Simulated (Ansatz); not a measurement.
System: CsCl, space group Pm-3m (No. 221) (one of a set of cubic test structures, which need not be the stable phase).

One of the inputs:
```
crystal:
  lattice:
    - [4.171811231193, 0.0, 0.0]
    - [0.0, 4.171811231193, 0.0]
    - [0.0, 0.0, 4.171811231193]
  atoms:
    - { symbol: Cs, position: [0.0, 0.0, 0.0] }
    - { symbol: Cl, position: [0.5, 0.5, 0.5] }
kpoints:
  mp_grid: { grid: [4, 4, 4] }
hamiltonian:
  xc: hse06
  pseudopotentials:
    kind: all_electron
    relativity: scalar
    datasets: crystal
    dataset_attempts: all
    dirac_shells: { Cl: ["2p"], Cs: ["4p", "3d"] }
    nuclear_model: point
scf:
  occupations: { method: fermi_dirac, width: 0.05 }
  convergence: { dr2_threshold: "1e-9 eV" }
  max_iter: 400
  exx: { singularity: regularized }
  lower_state_search: "off"
output:
  forces: true
  stress: true
```

Command:
```bash
ansatz run input.yaml --threads 4
```

Calculation (Ansatz 0.2.0 development build): equation of state of a cubic crystal from periodic Kohn-Sham density functional theory without spin, third-order Birch-Murnaghan fit to the free energies; pressure corrected for the finite basis. Level: HSE06.

- structure type: CsCl
- atoms in cell: 2
- space group number: 221
- lattice centring: simple cubic
- k mesh: 4×4×4
- occupation method: Fermi–Dirac
- occupation width: 0.05 eV
- wave cutoff: 340 eV
- datasets: all-electron datasets
- density tolerance: 1e−09 eV
- bands: 17
- density cutoff ratio: 4
- dirac shells: (Cl 2p, Cs 4p, Cs 3d)
- dirac inner shells: yes
- nucleus: point
- search for lower states: default
- exchange singularity: regularized

Describe the result: the energy above the lowest point and pressure against volume. The volume takes the values 34.08, 35.19, 36.30, 37.41, 38.53 Å³/atom.

A third-order Birch–Murnaghan fit gives V0 = 36.42 Å³/atom, B0 = 15.5 GPa and B′ = 5.1. The energy above the lowest point is 8.31 meV/atom at volume 34.08 Å³/atom and 5.26 meV/atom at 38.53 Å³/atom; the lowest computed point is at volume 36.30 Å³/atom (0.00 meV/atom). The pressure falls from 1.22 GPa at volume 34.08 Å³/atom to −0.76 GPa at 38.53 Å³/atom, and changes sign near 36.4 Å³/atom.

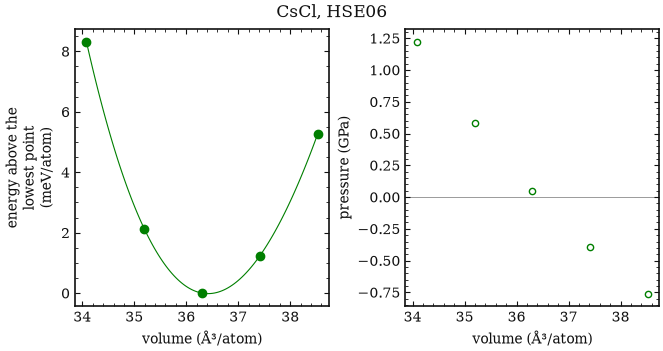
